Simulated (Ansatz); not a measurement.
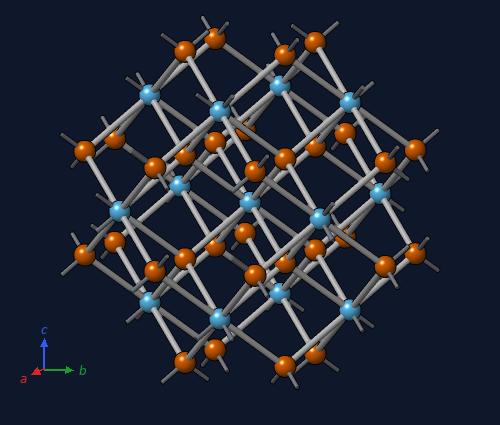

The picture shows a finite piece of the underlying net of a crystal structure, nodes on the atoms' positions. Nodes are coloured by topological kind. Edges to nodes outside the piece are drawn as stubs.

### What net is this?

A binodal (4,8)-connected, three-periodic net. It is the flu net, known from fluorite.

### Give point symbol and coordination sequence of each kind of node.

4-connected node: 4⁶, sequence 4, 22, 24, 82, 64; 8-connected node: 4¹²·6¹²·8⁴, sequence 8, 12, 48, 42, 128.

Where the net comes from. The compound is MoS₂ (space group Fm-3m, No. 225), taken as the geometry relaxed with Ansatz 0.2.0, DFT, r2SCAN+rVV10, plane waves, PAW. Bonds are taken as Mo–S below 2.8 Å. Atoms with one bond or none are removed and atoms with two bonds are replaced by edges, until no such atom is left. S is a 4-connected node; Mo is an 8-connected node, in the ratio 2:1.
